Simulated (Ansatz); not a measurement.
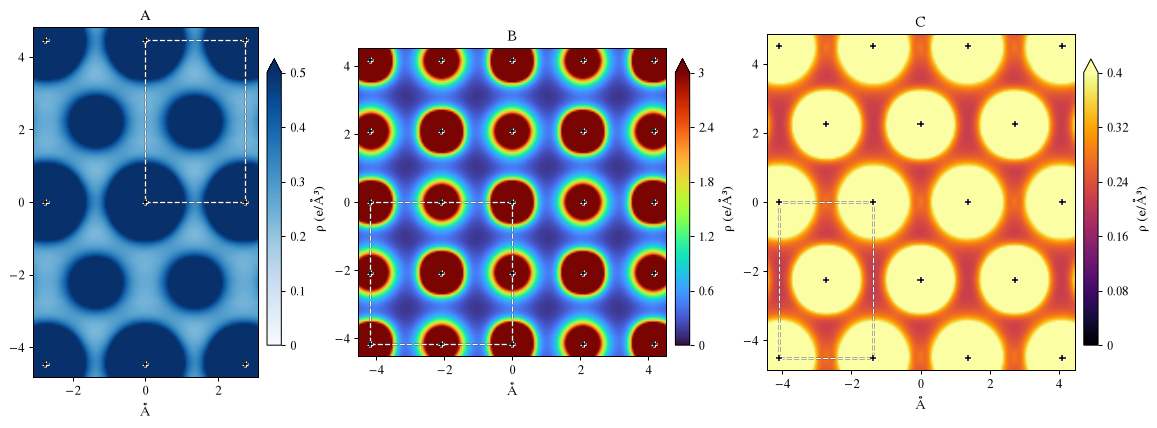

The valence pseudo-density of 3 systems, each on a plane through atoms (crosses mark nuclei in the plane).

Computed with Ansatz, Kohn-Sham DFT of a periodic cell, PBEsol, Ansatz PAW.

System 1: TiNi, the (101̄) plane of the conventional cell. Space group P4/mmm; a structure from a database of computed crystals, not necessarily the ambient phase; computed pressure about −6 GPa in this cell.

```
Ni Ti
1.0
     2.73580    0.00000    0.00000
     0.00000    2.73580    0.00000
     0.00000    0.00000    3.58141
Ni Ti
1 1
Cartesian
  0.0000 0.0000 0.0000
  1.3679 1.3679 1.7907
```

System 2: NiO, the (001) plane of the conventional cell. Space group Fm-3m; computed pressure about −7 GPa in this cell; spin-polarised.

System 3: Rh, the (100) plane of the conventional cell. Space group P6₃/mmc; a structure from a database of computed crystals, not necessarily the ambient phase; computed pressure about −18 GPa in this cell.

```cif
data_structure
_symmetry_space_group_name_H-M 'P 1'
_symmetry_Int_Tables_number 1
_cell_length_a 2.7491
_cell_length_b 2.7491
_cell_length_c 4.4578
_cell_angle_alpha 90.000
_cell_angle_beta 90.000
_cell_angle_gamma 120.000
_cell_volume 29.18
loop_
_atom_site_label
_atom_site_type_symbol
_atom_site_fract_x
_atom_site_fract_y
_atom_site_fract_z
_atom_site_occupancy
Rh1 Rh 0.33333 0.66667 0.25000 1
Rh2 Rh 0.66667 0.33333 0.75000 1
```

**Which map belongs to which system?**

Panel A is system 3, Rh: the plane holds Rh. Rh–Rh (2.75 Å): ρ at the midpoint is about 0.33 e/Å³. Panel B is system 2, NiO: the plane holds Ni and O. Ni–O (2.09 Å): the density is about 0.46 e/Å³ at the midpoint. Panel C is system 1, TiNi: the plane holds Ni and Ti. Ti–Ni (2.64 Å): ρ at the midpoint is about 0.27 e/Å³.
